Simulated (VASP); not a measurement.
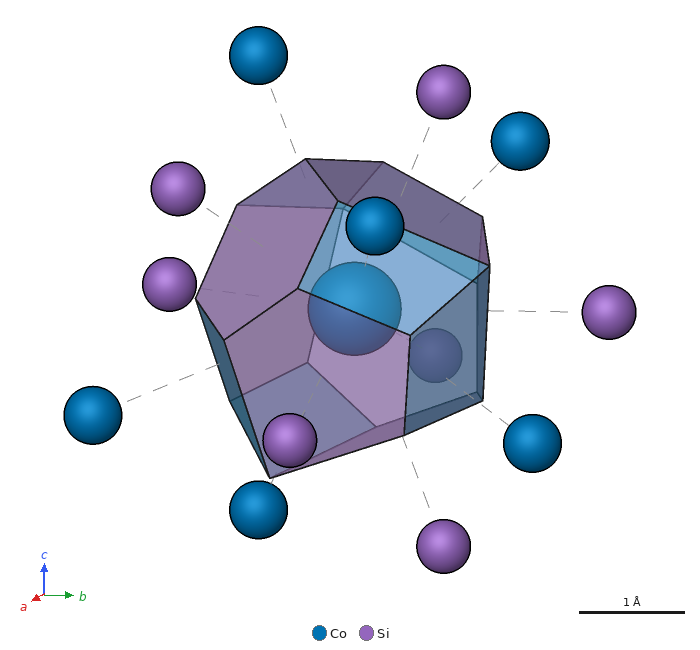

Voronoi–Dirichlet polyhedron, computed geometrically; every face belongs to one neighbour and no atomic radii are used. Central atom: Co (4a) in CoSi; faces take the colour of the neighbour behind them. Origin: coordinates from a relaxation with VASP Kohn-Sham DFT of a periodic cell, optB88-vdW, VASP PAW PBE potentials, recommended in VASP 6.6.1.

CoSi, space group P2_13 (No. 198), a = 4.440 Å, b = 4.440 Å, c = 4.440 Å, α = 90.00°, β = 90.00°, γ = 90.00°

```
site  Wyckoff       x       y       z
  Co       4a  0.3558  0.1442  0.8558
  Si       4a  0.6576  0.8424  0.1576
```

### Give the Voronoi index ⟨n3,n4,n5,n6,…⟩ (numbers of faces with 3, 4, 5, 6 … edges).

13 faces, index ⟨0,6,6,1⟩.

### Tabulate the neighbours by distance and solid angle.

```
neighbour  faces  distance (Å)  solid angle (% of sphere)
       Si      4          2.32                       43.5
       Si      3          2.44                       28.5
       Co      6          2.73                       28.0
```
